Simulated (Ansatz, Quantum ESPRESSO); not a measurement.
# Evanescent states of GaN, zinc blende type, lattice constant set to 4.615 Å, part 2 of 4

Wanted: the complex band structure of GaN, zinc blende type, lattice constant set to 4.615 Å, as for a tunnel barrier.

Quantum ESPRESSO 7.5; plane-wave DFT, LDA, GBRV ultrasoft pseudopotentials; cross-check by Ansatz 0.2.0 with PAW datasets.

So far. Step 2 (Self-consistent run): The run needed 10 iterations to bring the estimated error under 1e-09 Ry.

## 3. Complex bands with pwcond.x

Level of this step: complex band structure by pwcond; plane-wave DFT, LDA, GBRV ultrasoft pseudopotentials (Quantum ESPRESSO).

ikind = 0 solves one period of the crystal for all kz, real and complex, at each energy and k across. ewind and epsproj trim the two-dimensional plane-wave basis; nz1 sets the subslabs.

File cbs.in:

```
&inputcond
  outdir = './out'
  prefixl = 'scf'
  band_file = 'cbs'
  ikind = 0
  ewind = 4.0
  epsproj = 1e-05
  nz1 = 7
  energy0 = 4.93
  denergy = -0.17
/
4
  0.00000000 0.00000000 1.00000000
  0.50000000 0.00000000 1.00000000
  0.50000000 0.50000000 1.00000000
  0.25000000 0.00000000 1.00000000
42
```

On the command line:

```
$ OMP_NUM_THREADS=1 mpirun -n 2 pwcond.x -in cbs.in > cbs.out
```

Log:

```text
[banner, memory and clock lines left out]
Program PWCOND v.7.5 starts

          URL

     ./out/scf.save/

     IMPORTANT: XC functional enforced from input :
     Exchange-correlation= PZ
                           (   1   1   0   0   0   0   0)
     Any further DFT definition will be discarded
     Please, verify this is what you really want

     Check: negative core charge=   -0.000002
     Reading collected, re-writing distributed wavefunctions

===== INPUT FILE containing the left lead =====

     GEOMETRY:

     lattice parameter (alat)  =       6.1667  a.u.
     the volume                =     331.6513 (a.u.)^3
     the cross section         =      38.0287 (a.u.)^2
     l of the unit cell        =       1.4142 (alat)
     number of atoms/cell      =            4
     number of atomic types    =            2

     crystal axes: (cart. coord. in units of alat)
               a(1) = (  1.0000  0.0000  0.0000 )
               a(2) = (  0.0000  1.0000  0.0000 )
               a(3) = (  0.0000  0.0000  1.4142 )

   Cartesian axes

     site n.     atom                  positions (alat units)
          1        Ga     tau(  1)=(  0.0000  0.0000  1.4142  )
          2        N      tau(  2)=(  0.5000  0.0000  0.3536  )
          3        Ga     tau(  3)=(  0.5000  0.5000  0.7071  )
          4        N      tau(  4)=(  0.0000  0.5000  1.0607  )

     nr1s                      =           25
     nr2s                      =           25
     nr3s                      =           36
     nr1sx                     =           25
     nr2sx                     =           25
     nr3sx                     =           36
     nr1                       =           27
     nr2                       =           27
     nr3                       =           40
     nr1x                      =           27
     nr2x                      =           27
     nr3x                      =           40

 _______________________________
  Radii of nonlocal spheres:

     type       ibeta     ang. mom.          radius (alat units)
       Ga         1         0                    0.2954
       Ga         2         0                    0.2954
       Ga         3         1                    0.2954
       Ga         4         1                    0.2954
       Ga         5         2                    0.2954
       Ga         6         2                    0.2954
       N          1         0                    0.1960
       N          2         0                    0.1960
       N          3         1                    0.1960
       N          4         1                    0.1960
----- General information -----

----- Complex band structure calculation -----

     nrx                       =           25
     nry                       =           25
     nz1                       =            7

     energy0               =         4.9E+00
     denergy               =        -1.7E-01
     nenergy               =         42
     ecut2d                =         4.0E+01
     ewind                 =         4.0E+00
     epsproj               =         1.0E-05

     number of k_|| points=    4
                       cryst. coord.
        k(    1) = (   0.0000000   0.0000000), wk =   0.2500000
        k(    2) = (   0.5000000   0.0000000), wk =   0.2500000
        k(    3) = (   0.5000000   0.5000000), wk =   0.2500000
        k(    4) = (   0.2500000   0.0000000), wk =   0.2500000
----- Information about left lead -----

     nocros                   =           18
     noins                    =           34
     norb                     =           70
     norbf                    =           70
     nrz                      =           36

      iorb      type   ibeta   ang. mom.   m       position (alat)
        1        1       1        0        1   taunew(   1)=(  0.0000  0.0000  0.0000)
        2        1       2        0        1   taunew(   2)=(  0.0000  0.0000  0.0000)
        3        1       3        1        1   taunew(   3)=(  0.0000  0.0000  0.0000)
        4        1       3        1        2   taunew(   4)=(  0.0000  0.0000  0.0000)
        5        1       3        1        3   taunew(   5)=(  0.0000  0.0000  0.0000)
        6        1       4        1        1   taunew(   6)=(  0.0000  0.0000  0.0000)
        7        1       4        1        2   taunew(   7)=(  0.0000  0.0000  0.0000)
        8        1       4        1        3   taunew(   8)=(  0.0000  0.0000  0.0000)
        9        1       5        2        1   taunew(   9)=(  0.0000  0.0000  0.0000)
       10        1       5        2        2   taunew(  10)=(  0.0000  0.0000  0.0000)
       11        1       5        2        3   taunew(  11)=(  0.0000  0.0000  0.0000)
       12        1       5        2        4   taunew(  12)=(  0.0000  0.0000  0.0000)
       13        1       5        2        5   taunew(  13)=(  0.0000  0.0000  0.0000)
       14        1       6        2        1   taunew(  14)=(  0.0000  0.0000  0.0000)
       15        1       6        2        2   taunew(  15)=(  0.0000  0.0000  0.0000)
       16        1       6        2        3   taunew(  16)=(  0.0000  0.0000  0.0000)
       17        1       6        2        4   taunew(  17)=(  0.0000  0.0000  0.0000)
       18        1       6        2        5   taunew(  18)=(  0.0000  0.0000  0.0000)
       19        2       1        0        1   taunew(  19)=(  0.5000  0.0000  0.3536)
       20        2       2        0        1   taunew(  20)=(  0.5000  0.0000  0.3536)
       21        2       3        1        1   taunew(  21)=(  0.5000  0.0000  0.3536)
       22        2       3        1        2   taunew(  22)=(  0.5000  0.0000  0.3536)
       23        2       3        1        3   taunew(  23)=(  0.5000  0.0000  0.3536)
       24        2       4        1        1   taunew(  24)=(  0.5000  0.0000  0.3536)
       25        2       4        1        2   taunew(  25)=(  0.5000  0.0000  0.3536)
       26        2       4        1        3   taunew(  26)=(  0.5000  0.0000  0.3536)
       27        1       1        0        1   taunew(  27)=(  0.5000  0.5000  0.7071)
       28        1       2        0        1   taunew(  28)=(  0.5000  0.5000  0.7071)
       29        1       3        1        1   taunew(  29)=(  0.5000  0.5000  0.7071)
       30        1       3        1        2   taunew(  30)=(  0.5000  0.5000  0.7071)
       31        1       3        1        3   taunew(  31)=(  0.5000  0.5000  0.7071)
       32        1       4        1        1   taunew(  32)=(  0.5000  0.5000  0.7071)
       33        1       4        1        2   taunew(  33)=(  0.5000  0.5000  0.7071)
       34        1       4        1        3   taunew(  34)=(  0.5000  0.5000  0.7071)
[...]
37        1       5        2        3   taunew(  37)=(  0.5000  0.5000  0.7071)
       38        1       5        2        4   taunew(  38)=(  0.5000  0.5000  0.7071)
       39        1       5        2        5   taunew(  39)=(  0.5000  0.5000  0.7071)
       40        1       6        2        1   taunew(  40)=(  0.5000  0.5000  0.7071)
       41        1       6        2        2   taunew(  41)=(  0.5000  0.5000  0.7071)
       42        1       6        2        3   taunew(  42)=(  0.5000  0.5000  0.7071)
       43        1       6        2        4   taunew(  43)=(  0.5000  0.5000  0.7071)
       44        1       6        2        5   taunew(  44)=(  0.5000  0.5000  0.7071)
       45        2       1        0        1   taunew(  45)=(  0.0000  0.5000  1.0607)
       46        2       2        0        1   taunew(  46)=(  0.0000  0.5000  1.0607)
       47        2       3        1        1   taunew(  47)=(  0.0000  0.5000  1.0607)
       48        2       3        1        2   taunew(  48)=(  0.0000  0.5000  1.0607)
       49        2       3        1        3   taunew(  49)=(  0.0000  0.5000  1.0607)
       50        2       4        1        1   taunew(  50)=(  0.0000  0.5000  1.0607)
       51        2       4        1        2   taunew(  51)=(  0.0000  0.5000  1.0607)
       52        2       4        1        3   taunew(  52)=(  0.0000  0.5000  1.0607)
       53        1       1        0        1   taunew(  53)=(  0.0000  0.0000  1.4142)
       54        1       2        0        1   taunew(  54)=(  0.0000  0.0000  1.4142)
       55        1       3        1        1   taunew(  55)=(  0.0000  0.0000  1.4142)
       56        1       3        1        2   taunew(  56)=(  0.0000  0.0000  1.4142)
       57        1       3        1        3   taunew(  57)=(  0.0000  0.0000  1.4142)
       58        1       4        1        1   taunew(  58)=(  0.0000  0.0000  1.4142)
       59        1       4        1        2   taunew(  59)=(  0.0000  0.0000  1.4142)
       60        1       4        1        3   taunew(  60)=(  0.0000  0.0000  1.4142)
       61        1       5        2        1   taunew(  61)=(  0.0000  0.0000  1.4142)
       62        1       5        2        2   taunew(  62)=(  0.0000  0.0000  1.4142)
       63        1       5        2        3   taunew(  63)=(  0.0000  0.0000  1.4142)
       64        1       5        2        4   taunew(  64)=(  0.0000  0.0000  1.4142)
       65        1       5        2        5   taunew(  65)=(  0.0000  0.0000  1.4142)
       66        1       6        2        1   taunew(  66)=(  0.0000  0.0000  1.4142)
       67        1       6        2        2   taunew(  67)=(  0.0000  0.0000  1.4142)
       68        1       6        2        3   taunew(  68)=(  0.0000  0.0000  1.4142)
       69        1       6        2        4   taunew(  69)=(  0.0000  0.0000  1.4142)
       70        1       6        2        5   taunew(  70)=(  0.0000  0.0000  1.4142)
    k slab    z(k)  z(k+1)     crossing(iorb=1,norb)
    1   0.0000 0.0393 0.0393   1111111111111111110000000000000000000000000000000000000000000000000000
    2   0.0393 0.0786 0.0393   1111111111111111110000000000000000000000000000000000000000000000000000
    3   0.0786 0.1179 0.0393   1111111111111111110000000000000000000000000000000000000000000000000000
    4   0.1179 0.1571 0.0393   1111111111111111110000000000000000000000000000000000000000000000000000
    5   0.1571 0.1964 0.0393   1111111111111111111111111100000000000000000000000000000000000000000000
    6   0.1964 0.2357 0.0393   1111111111111111111111111100000000000000000000000000000000000000000000
    7   0.2357 0.2750 0.0393   1111111111111111111111111100000000000000000000000000000000000000000000
    8   0.2750 0.3143 0.0393   1111111111111111111111111100000000000000000000000000000000000000000000
    9   0.3143 0.3536 0.0393   0000000000000000001111111100000000000000000000000000000000000000000000
   10   0.3536 0.3928 0.0393   0000000000000000001111111100000000000000000000000000000000000000000000
   11   0.3928 0.4321 0.0393   0000000000000000001111111111111111111111111100000000000000000000000000
   12   0.4321 0.4714 0.0393   0000000000000000001111111111111111111111111100000000000000000000000000
   13   0.4714 0.5107 0.0393   0000000000000000001111111111111111111111111100000000000000000000000000
   14   0.5107 0.5500 0.0393   0000000000000000001111111111111111111111111100000000000000000000000000
   15   0.5500 0.5893 0.0393   0000000000000000000000000011111111111111111100000000000000000000000000
   16   0.5893 0.6285 0.0393   0000000000000000000000000011111111111111111100000000000000000000000000
   17   0.6285 0.6678 0.0393   0000000000000000000000000011111111111111111100000000000000000000000000
   18   0.6678 0.7071 0.0393   0000000000000000000000000011111111111111111100000000000000000000000000
   19   0.7071 0.7464 0.0393   0000000000000000000000000011111111111111111100000000000000000000000000
   20   0.7464 0.7857 0.0393   0000000000000000000000000011111111111111111100000000000000000000000000
   21   0.7857 0.8250 0.0393   0000000000000000000000000011111111111111111100000000000000000000000000
   22   0.8250 0.8642 0.0393   0000000000000000000000000011111111111111111100000000000000000000000000
   23   0.8642 0.9035 0.0393   0000000000000000000000000011111111111111111111111111000000000000000000
   24   0.9035 0.9428 0.0393   0000000000000000000000000011111111111111111111111111000000000000000000
   25   0.9428 0.9821 0.0393   0000000000000000000000000011111111111111111111111111000000000000000000
   26   0.9821 1.0214 0.0393   0000000000000000000000000011111111111111111111111111000000000000000000
   27   1.0214 1.0607 0.0393   0000000000000000000000000000000000000000000011111111000000000000000000
   28   1.0607 1.0999 0.0393   0000000000000000000000000000000000000000000011111111000000000000000000
   29   1.0999 1.1392 0.0393   0000000000000000000000000000000000000000000011111111111111111111111111
   30   1.1392 1.1785 0.0393   0000000000000000000000000000000000000000000011111111111111111111111111
   31   1.1785 1.2178 0.0393   0000000000000000000000000000000000000000000011111111111111111111111111
   32   1.2178 1.2571 0.0393   0000000000000000000000000000000000000000000011111111111111111111111111
   33   1.2571 1.2964 0.0393   0000000000000000000000000000000000000000000000000000111111111111111111
   34   1.2964 1.3356 0.0393   0000000000000000000000000000000000000000000000000000111111111111111111
   35   1.3356 1.3749 0.0393   0000000000000000000000000000000000000000000000000000111111111111111111
   36   1.3749 1.4142 0.0393   0000000000000000000000000000000000000000000000000000111111111111111111
 ngper, shell number =          121          20
 ngper, n2d =          121         103
---  E-Ef =    4.9300000  k =    0.0000000   0.0000000
---  ie =          1  ik =          1
 Nchannels of the left tip =            0
 Right moving states:
   k1(2pi/a)   k2(2pi/a)   E-Ef (eV)
 Left moving states:
   k1(2pi/a)   k2(2pi/a)   E-Ef (eV)

---  E-Ef =    4.7600000  k =    0.0000000   0.0000000
---  ie =          2  ik =          1
 Nchannels of the left tip =            0
 Right moving states:
   k1(2pi/a)   k2(2pi/a)   E-Ef (eV)
 Left moving states:
   k1(2pi/a)   k2(2pi/a)   E-Ef (eV)
[... further energies and points left out ...]
---  E-Ef =   -1.8700000  k =    0.2500000   0.0000000
---  ie =         41  ik =          4
 Nchannels of the left tip =            2
 Right moving states:
   k1(2pi/a)   k2(2pi/a)   E-Ef (eV)
   0.1881603   0.0000000  -1.8700000
   0.4071946   0.0000000  -1.8700000
 Left moving states:
   k1(2pi/a)   k2(2pi/a)   E-Ef (eV)
  -0.1881603   0.0000000  -1.8700000
  -0.4071944   0.0000000  -1.8700000

---  E-Ef =   -2.0400000  k =    0.2500000   0.0000000
---  ie =         42  ik =          4
 Nchannels of the left tip =            1
 Right moving states:
   k1(2pi/a)   k2(2pi/a)   E-Ef (eV)
   0.3818560   0.0000000  -2.0400000
 Left moving states:
   k1(2pi/a)   k2(2pi/a)   E-Ef (eV)
  -0.3818558   0.0000000  -2.0400000

Note: The following floating-point exceptions are signalling: IEEE_UNDERFLOW_FLAG IEEE_DENORMAL
Note: The following floating-point exceptions are signalling: IEEE_UNDERFLOW_FLAG IEEE_DENORMAL
```

It took 87 s on 2 MPI ranks of AMD EPYC 7B13 (Zen 3), shared host; peak memory 0.15 GiB.

Numbers from this step:

- peak of the smallest κ at the zone centre: 0.102 Å⁻¹
- energy of the peak at the zone centre: 0.68 eV
- peak of the smallest κ at (1/2, 0): 0.349 Å⁻¹
- peak of the smallest κ at (1/4, 0): 0.35 Å⁻¹

K across = (0, 0) in the cell's reciprocal vectors; values within 0.0025 1/Å of each other count once, columns are sorted by size at each energy, a dash where no further value was kept. Table of Im kz of the slowest decaying states by energy, zero at the highest filled level of the SCF mesh:

```tsv
energy (eV)	decay 1 (Å⁻¹)	decay 2 (Å⁻¹)	decay 3 (Å⁻¹)
-2.040	1.01	1.78	1.84
-1.530	0.947	1.78	1.81
-1.020	0.886	1.77	1.79
-0.510	0.826	1.76	1.76
0.000	0.012	0.018	0.765
0.510	0.1	0.33	0.702
1.020	0.082	0.444	0.635
1.530	0.519	0.561	1.28
2.040	0.475	0.573	1.20
2.550	0.365	0.612	1.12
3.060	0.189	0.641	1.03
3.570	0.661	0.948	1.49
4.080	0.674	0.854	1.45
4.420	0.109	0.68	0.786
```

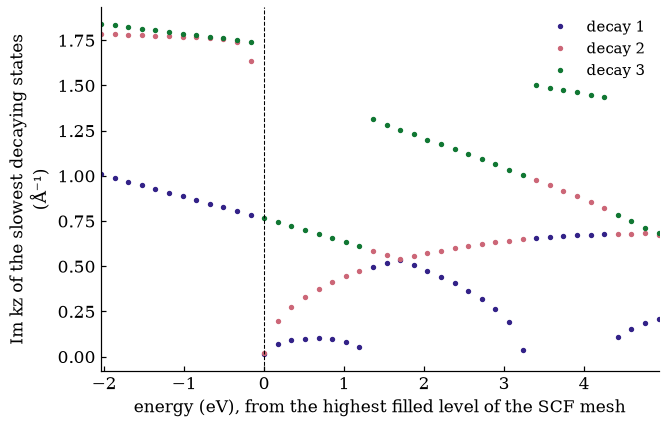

Im kz of the slowest decaying states, plotted against energy.

K across = (0, 0) in the cell's reciprocal vectors. The Re kz of states that move upwards by energy, zero at the highest filled level of the SCF mesh:

```tsv
energy (eV)	channel 1 (Å⁻¹)	channel 2 (Å⁻¹)	channel 3 (Å⁻¹)
-2.04	-0.431	0.416	0.417
-1.70	-0.370	0.561	0.562
-1.19	-0.615	-0.615	-0.279
-0.85	-0.496	-0.496	-0.217
-0.34	-0.295	-0.294	-0.119
0.00	-0.0113	-	-
0.34	-	-	-
0.85	-	-	-
1.19	-	-	-
1.70	0.134	-	-
2.04	0.198	-	-
2.55	0.289	-	-
2.89	0.349	-	-
3.23	0.412	-	-
3.74	0.341	0.518	-
4.08	0.471	0.612	-
4.59	-	-	-
4.93	-	-	-
```

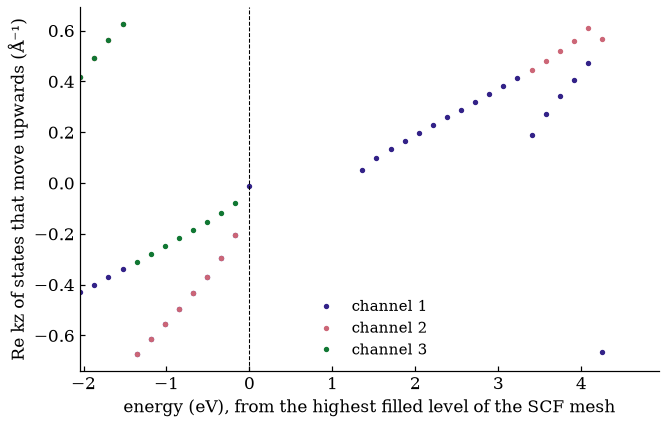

Re kz of states that move upwards against energy.

K across = (1/2, 0) in the cell's reciprocal vectors; values within 0.0025 1/Å of each other count once, columns are sorted by size at each energy, a dash where no further value was kept. Table of Im kz of the slowest decaying states by energy, zero at the highest filled level of the SCF mesh:

```tsv
energy (eV)	decay 1 (Å⁻¹)	decay 2 (Å⁻¹)	decay 3 (Å⁻¹)
-2.040	1.02	1.62	-
-1.530	0.854	1.54	-
-1.020	0.414	0.426	1.47
-0.510	0.185	0.708	0.711
0.000	0.265	0.851	-
0.510	0.311	0.912	-
1.020	0.338	0.944	1.20
1.530	0.348	0.959	1.14
2.040	0.344	0.963	1.07
2.550	0.325	0.959	1.01
3.060	0.286	0.947	2.16
3.570	0.214	0.881	0.933
4.080	0.814	0.913	2.14
4.420	0.768	0.897	2.13
```

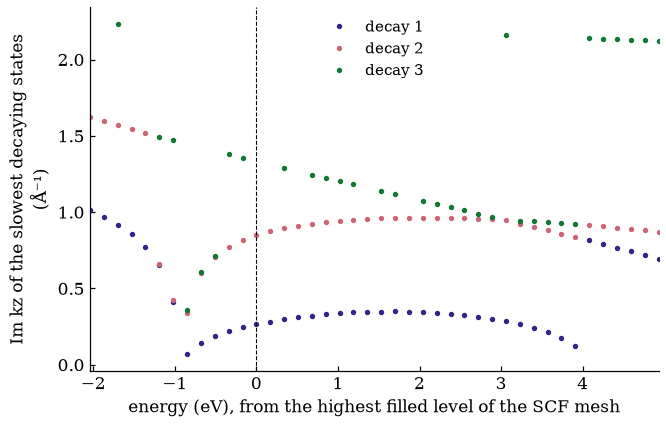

Im kz of the slowest decaying states, plotted against energy.

K across = (1/2, 1/2) in the cell's reciprocal vectors; values within 0.0025 1/Å of each other count once, columns are sorted by size at each energy, a dash where no further value was kept. The Im kz of the slowest decaying states by energy, zero at the highest filled level of the SCF mesh:

```tsv
energy (eV)	decay 1 (Å⁻¹)	decay 2 (Å⁻¹)	decay 3 (Å⁻¹)
-2.04	0.257	0.282	2.17
-1.53	0.333	0.38	2.16
-1.02	0.371	0.438	2.15
-0.51	0.388	0.476	2.13
0.00	0.391	0.5	2.12
0.17	0.39	0.506	2.12
0.68	0.378	0.518	2.10
1.19	0.356	0.522	2.09
1.70	0.323	0.52	2.08
2.21	0.275	0.512	2.06
2.72	0.202	0.498	2.04
3.40	0.469	2.02	2.17
3.91	0.439	2.00	2.08
4.42	0.399	1.99	2.00
4.93	0.345	1.93	1.97
```

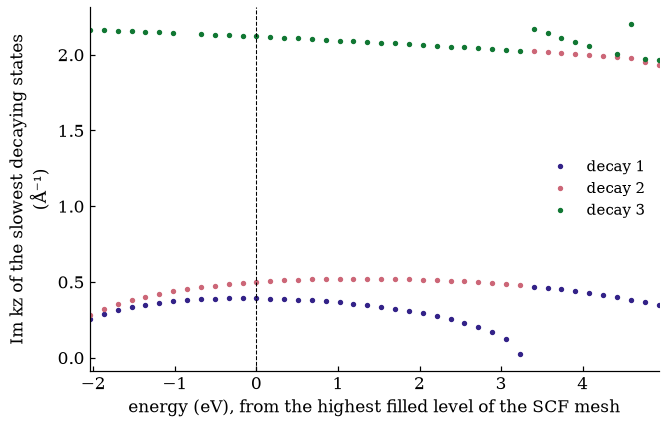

Im kz of the slowest decaying states against energy.

K across = (1/4, 0) in the cell's reciprocal vectors; values within 0.0025 1/Å of each other count once, columns are sorted by size at each energy, a dash where no further value was kept. The Im kz of the slowest decaying states by energy, zero at the highest filled level of the SCF mesh:

```tsv
energy (eV)	decay 1 (Å⁻¹)	decay 2 (Å⁻¹)	decay 3 (Å⁻¹)
-2.040	0.116	0.163	1.31
-1.530	0.165	1.24	1.62
-1.020	0.07	1.17	1.58
-0.510	1.1	1.54	1.67
0.000	0.221	0.266	1.03
0.510	0.292	0.481	0.964
1.020	0.331	0.608	0.896
1.530	0.348	0.703	0.828
2.040	0.347	0.758	0.784
2.550	0.325	0.684	0.867
3.060	0.267	0.604	1.01
3.570	0.231	0.513	0.997
4.080	0.387	0.398	0.979
4.420	0.289	0.432	0.965
```

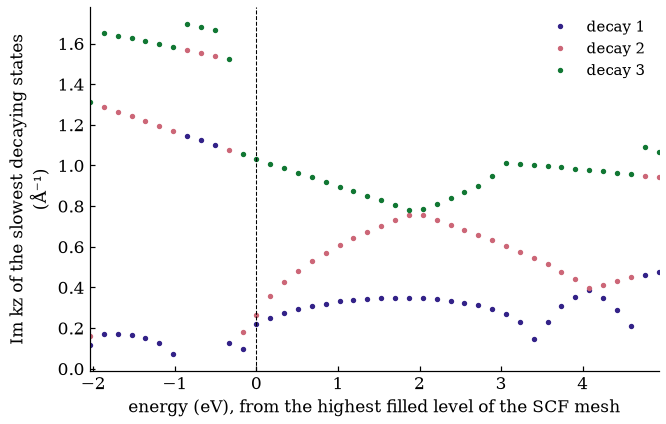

Im kz of the slowest decaying states against energy.

The program's own clock; routines nest. Time by routine:

```tsv
routine	wall time (s)	calls
PWCOND	85.74	1
scatter_forw	51.76	168
compbs	32.64	168
compbs_2	31.05	168
init	0.67	1
local	0.63	4
poten	0.18	1
```

[end of part 2 of 4]

[Logs are printed without paths, hosts, clocks, repeated set-up lines and the standing remarks that a program may print on its own settings, such as how far it seeks lower states.]

[Hosts, paths, dates, database ids (printed as entryN), source tags and the programs' standing remarks are cut or masked in the printed files.]

[Maps of the electrostatic potential energy from Ansatz leave out the sawtooth potential of an applied field or a dipole correction, so their vacuum need not be flat; planar profiles and work functions include it.]
